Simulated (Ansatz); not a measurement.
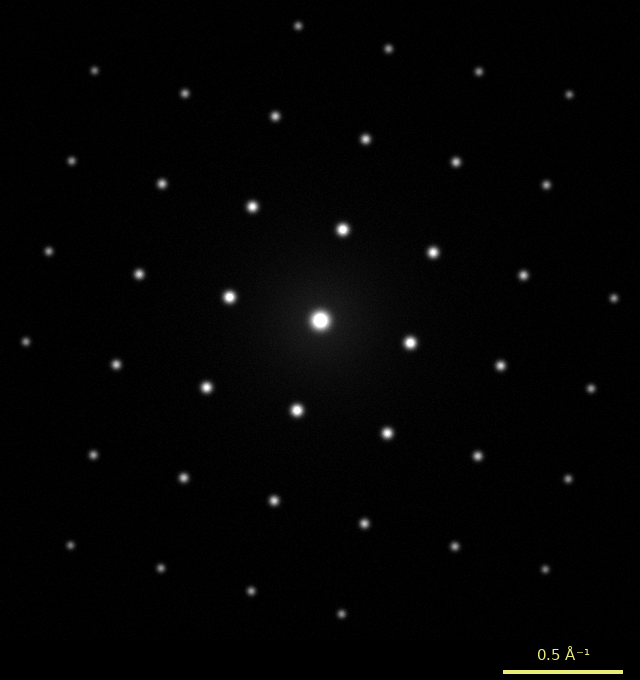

Simulated selected-area electron diffraction pattern (200 kV, kinematic approximation, thin crystal, B = 0.5 Å² for all atoms).

It belongs to Ir, space group Pm-3m (No. 221), a = 2.54 Å. Structure: the geometry relaxed with Ansatz 0.2.0, DFT, PBEsol, plane waves (420 eV) with PAW, scalar-relativistic; the starting structure was generated, so it need not be a known form of this composition.

| atom | site | symmetry | x | y | z |
| --- | --- | --- | --- | --- | --- |
| Ir | 1a | m-3m | 0.0000 | 0.0000 | 0.0000 |

Question: Determine the zone axis from the geometry of the pattern.

Answer: The spots form a square net with both shortest vectors at d = 2.54 Å, 90.0° apart. They index as 1 0 0 and 0 1 0, so the zone axis is [001] (or an equivalent direction of <001>).
